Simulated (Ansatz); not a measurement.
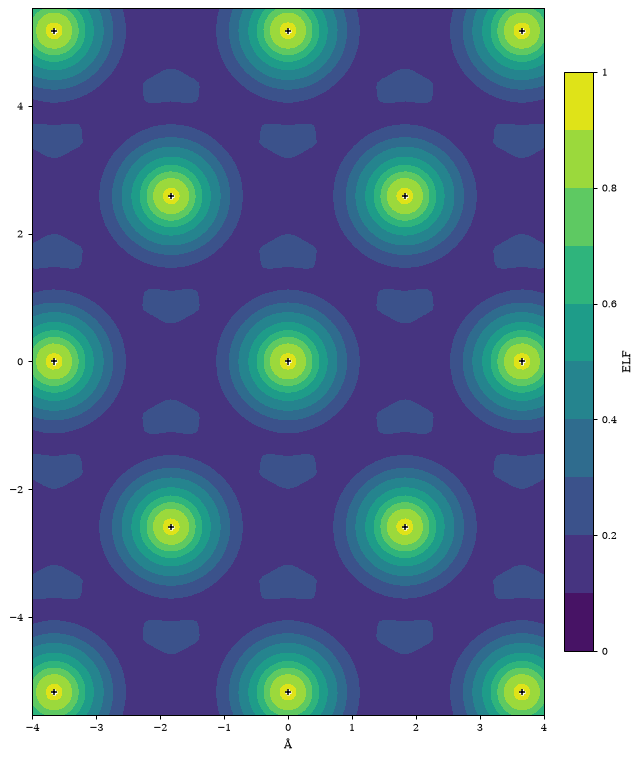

The ELF on a plane through atoms (crosses mark nuclei in the plane).

Theory: Ansatz, DFT, revPBE, plane waves (420 eV) with PAW, scalar-relativistic.

Candidates:
A. Mo, a = 2.76 Å, b = 5.65 Å, c = 9.31 Å, α = 90.00°, β = 89.99°, γ = 90.00°. Space group Fddd; set up as Mo, beta-Sn type; a generated structure, not necessarily the stable one; changed on purpose from its base cell (volume × 1.12); computed pressure about −21 GPa in this cell; computed without spin polarisation.
B. Ni, a = 2.47 Å, b = 2.47 Å, c = 8.09 Å, α = 90.00°, β = 90.00°, γ = 120.00°. Space group P6₃/mmc; set up as Ni, dhcp; a generated structure, not necessarily the stable one; changed on purpose from its base cell (volume × 0.96); computed pressure about 8 GPa in this cell; spin-polarised.
C. Cd, a = 3.66 Å, b = 3.66 Å, c = 3.66 Å, α = 90.00°, β = 90.00°, γ = 90.00°. Space group Im-3m; set up as Cd, bcc; a generated structure, not necessarily the stable one; changed on purpose from its base cell (volume × 1.0).

Q: Which candidate gave the map?

A: Candidate C: Cd on the (101) plane of the conventional cell, which holds Cd. Cd–Cd (3.17 Å): the ELF is about 0.20 at the midpoint: no localised pair shows between them.
